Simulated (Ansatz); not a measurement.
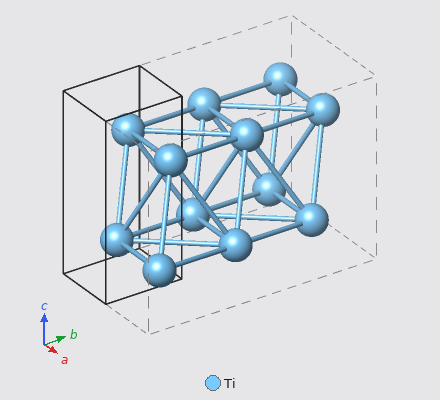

The structure; the drawing may span several cells.

Given this structure, the end point of a relaxation at fixed volume with DFT r2SCAN, scalar-relativistic, plane waves, PAW in Ansatz 0.2.0, written in its standard cell:

```xyz
2
Lattice="2.9324 0.0000 0.0000 -1.4662 2.5396 0.0000 0.0000 0.0000 4.6378" Properties=species:S:1:pos:R:3 pbc="T T T"
Ti    0.0000    1.6930    3.4784
Ti    1.4662    0.8465    1.1595
```

**What does the kinematic electron diffraction pattern along [001] look like at 200 kV (B = 1 Å²)?**

The spots form a hexagonal net with both shortest vectors at d = 2.54 Å, 60.0° apart. They are 1 -1 0 and 1 0 0. The pattern has symmetry 6mm. No reflection of this zone is absent.

Strongest reflections with d > 0.80 Å, one of each family (|F|² from tabulated Gaussian fits of the electron scattering factors, times a small damping for the curvature of the Ewald sphere):

```json
{"hkl": "2 -1 0", "d (Å)": "1.466", "I (strongest = 100)": "100"}
{"hkl": "1 0 0", "d (Å)": "2.540", "I (strongest = 100)": "94"}
{"hkl": "2 0 0", "d (Å)": "1.270", "I (strongest = 100)": "16"}
{"hkl": "3 0 0", "d (Å)": "0.847", "I (strongest = 100)": "14"}
{"hkl": "3 -1 0", "d (Å)": "0.960", "I (strongest = 100)": "6"}
```

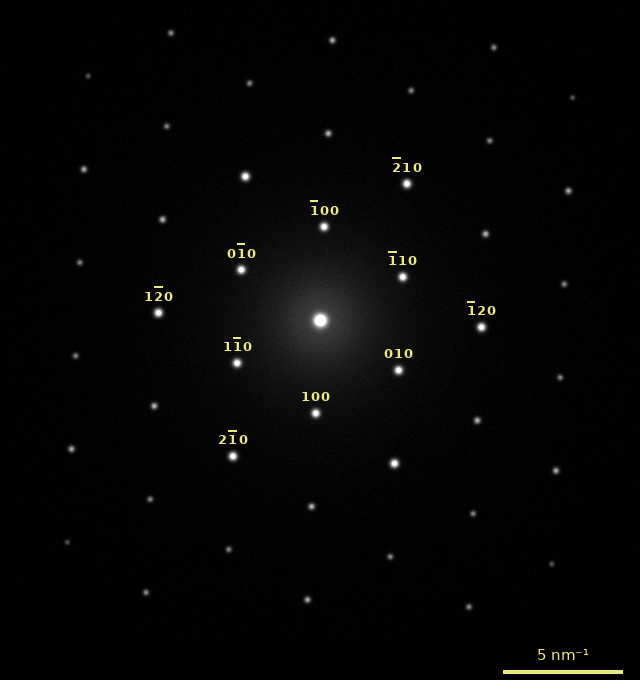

Calculated pattern, seen from the source side with [001] pointing towards the source.
